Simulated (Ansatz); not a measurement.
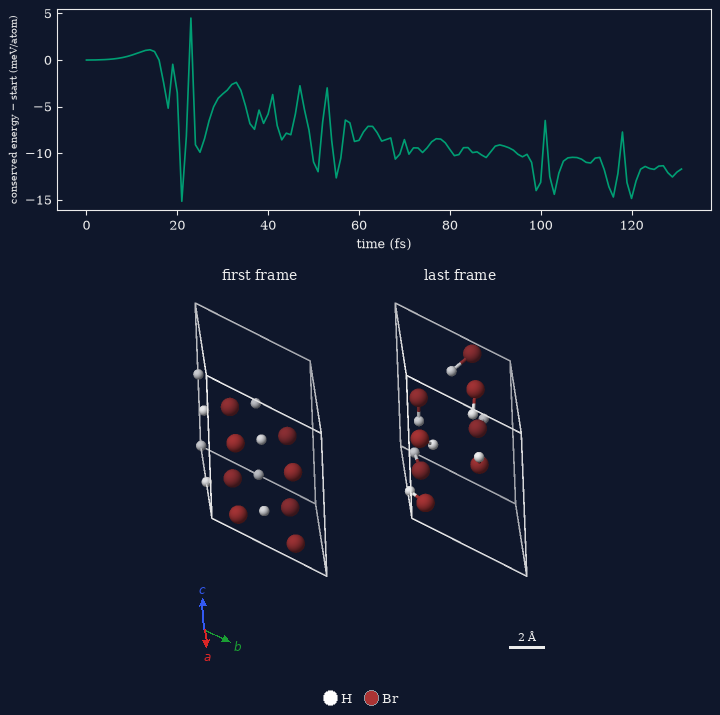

First-principles dynamics of a 16-atom cell of HBr (set up in Fmmm), 131 fs long. The picture is a ball-and-stick view of the simulation cell, seen from a free direction. Bonds to atoms that aren't drawn are left out.

Level of theory: DFT PBEsol, scalar-relativistic, plane waves, PAW in Ansatz 0.2.0. Set-up: plane-wave cutoff 420 eV; k-point mesh 2 × 2 × 2; Fermi-Dirac smearing 0.05 eV; Nosé-Hoover thermostat (NVT); set temperature 200 K; time step 1 fs.

Question: Check the integration.

Answer: The conserved quantity moves between −15 and 4.5 meV per atom from its start, in jumps that begin near 16 fs. That is too much for reliable dynamics. The time step of 1 fs is long for the fastest vibrations here (lightest element hydrogen). Over the second half the temperature averages 1241 K (spread ±439 K). That is above the set 200 K, because the structure releases potential energy faster than the thermostat removes it. The potential energy is still drifting at the end, so the run hasn't reached equilibrium. The potential energy in the second half lies on average 1219 meV per atom below the first frame. The mean pressure there is −0.3 GPa.

Cost: 2.2 min on 4 threads of Intel(R) Xeon(R) 6975P-C (Granite Rapids) (shared host), peak memory 0.74 GiB.
